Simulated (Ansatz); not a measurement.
## A series of single points on KBr

System: KBr (P4/mmm, 2 atoms in the cell).
Method: DFT PBE, scalar-relativistic, plane waves, PAW, no spin polarisation (Ansatz 0.2.0).

The 8 runs differ only in the geometry, by a strain of the cell at fixed fractional positions. Against run 5, the strain is εzz = η. The structure derives from a Materials Project entry.

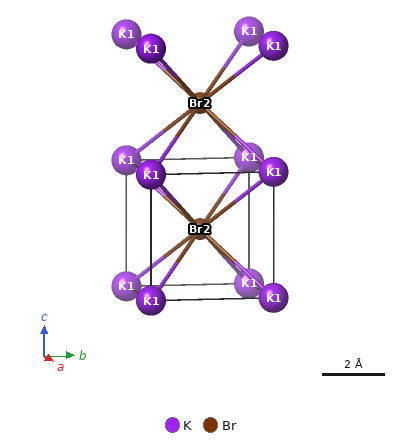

Figure 1. The structure of run 5 (ball-and-stick view of the cell of the calculation, repeated 1 × 1 × 2, seen slightly off an axis; atoms are numbered from 1 in the order of the input).

### Input of run 5
```yaml
crystal:
  lattice:
    - [4.043499, 0.0, 0.0]
    - [0.0, 4.043499, 0.0]
    - [0.0, 0.0, 4.104151485]
  atoms:
    - { symbol: K, position: [0.0, 0.0, 0.0] }
    - { symbol: Br, position: [0.5, 0.5, 0.5] }
basis:
  ecutwfc: 420
kpoints:
  mp_grid: { grid: [6, 6, 6] }
hamiltonian:
  xc: pbe
scf:
  occupations: { method: gaussian, width: 0.05 }
output:
  forces: true
  stress: true
  eigenvalues: true
```

Command:
```bash
ansatz run input.yaml --threads 1 --pin off --max-ram 1228MiB --backend cpu --events-out ev --progress --plain --runs-dir out
```

Run 7 differs from it as follows:
```diff
-    - [0.0, 0.0, 4.104151485]
+    - [0.0, 0.0, 4.2557826975]
```

### Results, with one run withheld

```csv
run,strain parameter η (%),"free energy per atom, from the lowest run given (meV)",pressure (GPa),gap on the mesh (eV)
1,−7.3892,14.80,1.08,3.79
2,−5.9113,7.61,0.76,3.82
3,−4.4335,2.74,0.46,3.85
4,−2.9557,0.00,0.19,3.86
5,0.0000,0.26,−0.27,3.79
6,2.9557,7.29,−0.65,3.65
7,3.6946,?,?,?
8,4.4335,13.06,−0.82,3.57
```

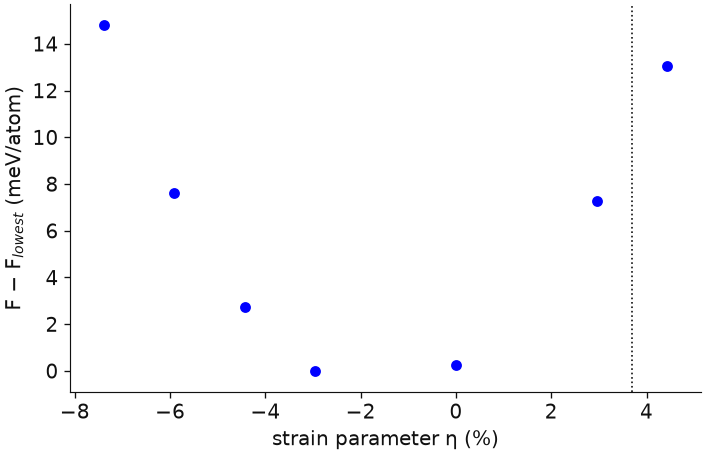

Figure 2. Free energy per atom of the runs given; the dotted line marks run 7.

Fit the runs given and predict run 7.

A cubic polynomial in the coordinate, fitted to the 7 runs given, misses them by at most 0.03 meV per atom. With x = η + 1.9001, it reads F = −0.77422 − 0.25267 x + 0.43047 x² − 0.0072725 x³ (meV per atom). At run 7 it gives 10.01 meV per atom, and the run itself gives 9.99. The fit has its minimum at η = −1.6044 %. The gap on the mesh lies between 3.57 eV (run 8) and 3.86 eV (run 4); run 7 has 3.61 eV. These are gaps of this functional on this mesh, which can miss the band edges; they aren't the measured gap.

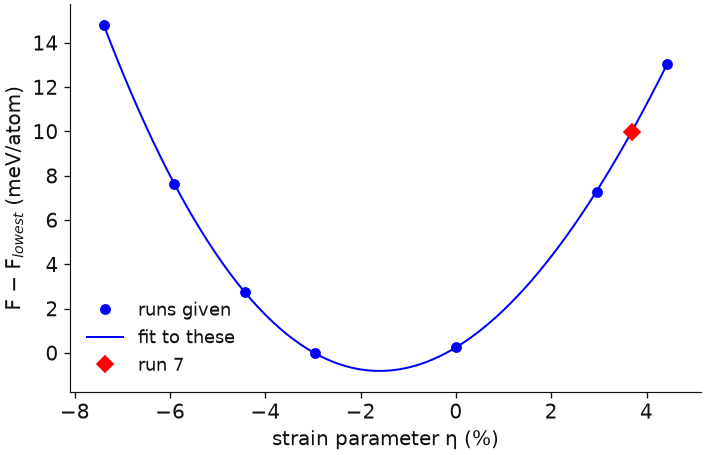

Figure 3. The fit and the withheld run.

### Output, shortened to warnings, some set-up lines, iterations and results (run 7)
```
Basis set: ecut = 420 eV, 1367 PW (Γ), exchange–correlation on 60×60×60 points (8 copies of the dense FFT grid, shifted against one another)
Symmetry: 16 space group operations
k-points: 40 of 216
Initial density: superposition of atomic densities (neutral atoms: chi_scale 0, normalization atom), corrected by the library's trained network
[...]
SCF iter   1: F=—  HF=-4324.336552 eV  |F-HF|=—  |Δ(HF+E_count)|=         —  Δρ=3.82e-4  dr2=1.60e-4  ethr=1.77e-3  ⟨swp⟩=7.3  Hψ=3262  notcnv=0
SCF iter   2: F=—  HF=-4324.336646 eV  |F-HF|=—  |Δ(HF+E_count)|=   9.44e-5  Δρ=1.71e-4  dr2=2.77e-5  ethr=9.97e-7  ⟨swp⟩=3.0  Hψ=1294  notcnv=0
SCF iter   3: F=—  HF=-4324.336708 eV  |F-HF|=—  |Δ(HF+E_count)|=   6.16e-5  Δρ=9.91e-5  dr2=1.01e-5  ethr=1.73e-7  ⟨swp⟩=2.0  Hψ=760  notcnv=0
SCF iter   4: F=—  HF=-4324.336705 eV  |F-HF|=—  |Δ(HF+E_count)|=   2.39e-6  Δρ=2.14e-5  dr2=3.00e-7  ethr=6.29e-8  ⟨swp⟩=2.0  Hψ=610  notcnv=0
SCF iter   5: F=-4324.336706 eV  HF=-4324.336706 eV  |F-HF|=1.34e-8  |Δ(HF+E_count)|=   6.23e-7  Δρ=4.62e-6  dr2=1.24e-8  ethr=1.88e-9  ⟨swp⟩=2.0  Hψ=758  notcnv=0
SCF iter   6: F=-4324.336706 eV  HF=-4324.336706 eV  |F-HF|=9.84e-10  |Δ(HF+E_count)|=   2.09e-8  Δρ=1.26e-6  dr2=1.44e-9  ethr=7.75e-11  ⟨swp⟩=2.4  Hψ=1747  notcnv=0
SCF 1 converged in 6 iterations: F = -4324.336706 eV  dr2 = 1.44e-9
SCF converged after 6 iterations
Free energy (F): -4324.336706 eV
Harris-Foulkes:  -4324.336706 eV  (|F-HF|=9.84e-10)
Internal energy: -4324.336706 eV  (E = F + TS)
E sigma→0 (E₀):  -4324.336706 eV
Fermi energy:    3.794120 eV
--- Per-component energies (eV) ---
  E_band       = -130.373718
  E_kinetic    = 387.262479
  E_local      = -795.618574  (includes V_loc(G=0)·N_el)
  E_nonlocal   = 82.665503
  E_hartree    = 252.327264
  E_xc         = -400.143118
  E_vxc        = -269.034991  (∫ρ·V_xc dr)
  E_paw        = -3028.339036  (= ΣΔE_a)
  E_vpaw       = -40.302424  (= ΣTr[D̂ρ^β])
  E_aug_tail   = -0.000003  (compensation charges beyond the density's cutoff)
  E_ewald      = -822.491222
  E_smearing   = -0.000000  (= −TS)
  E_closure    = 0.000000  (closes the sum)
  Σ components = -4324.336706   (vs F -4324.336706, Δ=0.00e0)
--- Forces (eV/Å), atoms counted from 1 ---
  atom   1  K      0.00000000     0.00000000     0.00000000
  atom   2  Br     0.00000000    -0.00000000     0.00000000
  max |Σ_I F_I| component: 3.25e-30 eV/Å
--- Stress (GPa, compression-positive) ---
       -0.174902       0.000000       0.000000
        0.000000      -0.174902       0.000000
        0.000000       0.000000      -1.865748
  P = ⅓ Tr σ = -0.7385 GPa (-7.385 kbar)
```
